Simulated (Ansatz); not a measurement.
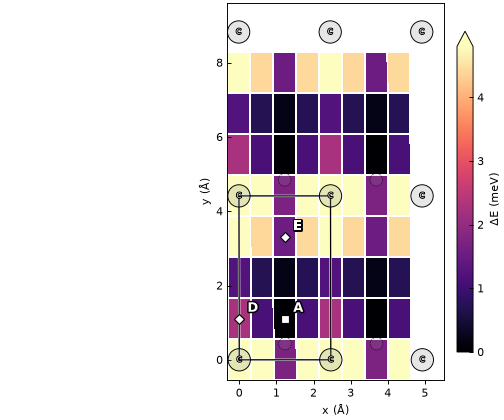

CO on a C(111) slab cut from the C2/m phase, its upper half relaxed before the scan (16 atoms of substrate and one adsorbate in a 2 × 1 cell). 
- CO (O end down) is moved over the surface cell at a fixed height above a rigid substrate; the origin of the map has the adsorbate above C15; the height is held at 3.20 Å.
- Places are given modulo a cell vector. The map is drawn in real space over the plane of the surface.
- The grid has 4 × 4 points.
- Places are given in fractions of the 1 × 1 surface cell.
- Energies are in meV, from the lowest grid point.
- At a fixed height the lowest place need not be the adsorption site.
- These are results of DFT PBE+D3(BJ), scalar-relativistic, plane waves, PAW (Ansatz), not measurements. Settings: cutoff 420 eV, k-mesh 6×6×1, gaussian smearing 0.05 eV, no spin polarisation.

The picture shows one coloured cell a grid point, labelled circles for the atoms of the top layer and small ones for the second layer, the outline of one cell of the 2 × 2 shown, one colour for all values above the top of the scale, lettered points.

Is D the lowest point of the computed grid?

Answer. No. D lies 2.2 meV above the lowest grid point, which is at (2/4, 1/4) of the cell vectors.

Rank the lettered points by energy, lowest first.

Answer. A (0.0 meV), E (1.5 meV), D (2.2 meV).

PAW datasets: the set soft_1.
